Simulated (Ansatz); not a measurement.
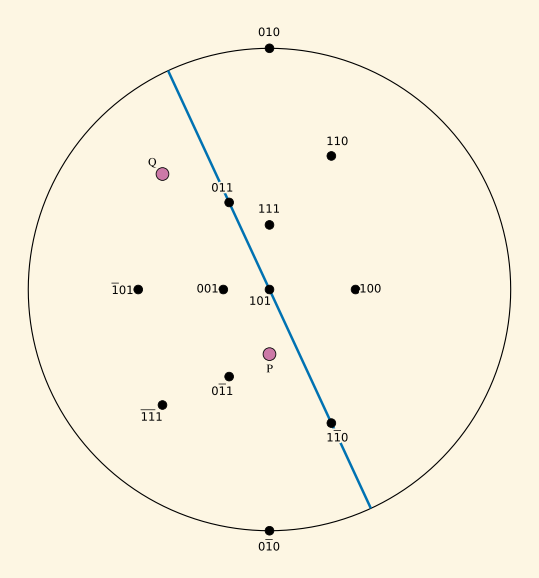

For W, coordinates from a relaxation (final pressure about 2 GPa) with DFT PBEsol, scalar-relativistic, plane waves, PAW (Ansatz): stereographic projection of plane normals (upper hemisphere) centred on (1 0 1). The drawing is computed from the coordinates (standard cell, symmetry found to 0.002 Å).

a = 4.610 Å, b = 2.949 Å, c = 2.689 Å, α = 90.00°, β = 119.06°, γ = 90.00°.

### Index the poles marked P, Q.

P is (1 −1 1), 30.0° from the centre; Q is (−1 1 1), 66.3° from the centre.

### Which zone does the coloured great circle trace?

The zone [1 1 −1]: its poles satisfy h + k − l = 0.

### What is the angle between the normals of (0 −1 1) and (1 −1 0), and what are their d_hkl = 1/|g|?

43.3°; d = 1.838 Å and 2.380 Å.
